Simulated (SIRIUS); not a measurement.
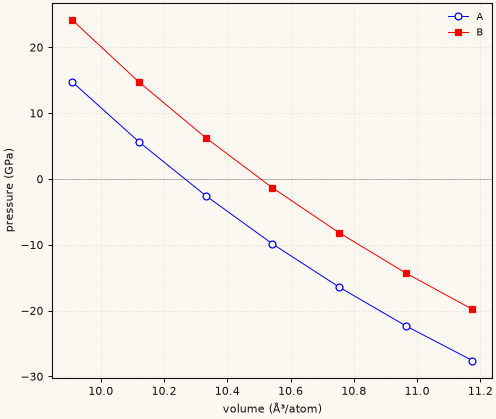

The plot gives the computed pressure against volume, with one curve for each functional, for WC (space group Fm-3m). The labels are replaced by letters. In alphabetical order the cases are: PBE; PBEsol.

How it was computed, with SIRIUS 7.12.0: plane-wave DFT, no spin polarisation; energies at scaled volumes of the given cell, shape and fractions fixed, counted from the fit's minimum, third-order Birch-Murnaghan fit. All runs: no spin polarisation.

k mesh 10×10×10; occupations Fermi–Dirac; smearing width 0.05 eV; wave cutoff 1127 eV; density cutoff 4507 eV.

### Which letter stands for which functional?

A: PBEsol; B: PBE.
